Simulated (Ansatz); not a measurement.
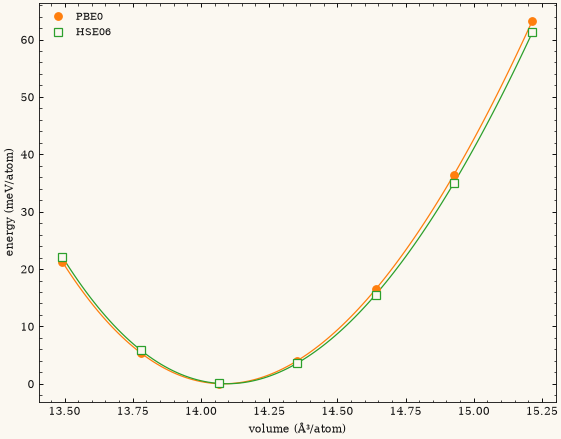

The picture above shows the energy against volume, with one curve for each functional, for MoP (space group P-6m2).

Method: plane-wave DFT, no spin polarisation; energies at scaled volumes of the given cell, shape and fractions fixed, counted from the fit's minimum, third-order Birch-Murnaghan fit (Ansatz 0.2.0). All runs: no spin polarisation.

k mesh 6×6×6; occupations Fermi–Dirac; smearing width 0.05 eV; potentials Ansatz PAW; wave cutoff 420 eV; density cutoff 1680 eV.

Limits of the calculation: shape and atomic fractions are frozen while scaling, which makes layered, chain and framework solids too stiff.

The computed values:

PBE0:
```tsv
volume (Å³/atom)	energy (meV/atom)
13.49	21.26
13.78	5.40
14.07	0.01
14.35	4.02
14.64	16.46
14.93	36.46
15.21	63.24
```

HSE06:
```tsv
volume (Å³/atom)	energy (meV/atom)
13.49	22.09
13.78	5.85
14.07	0.05
14.35	3.60
14.64	15.55
14.93	35.02
15.21	61.23
```
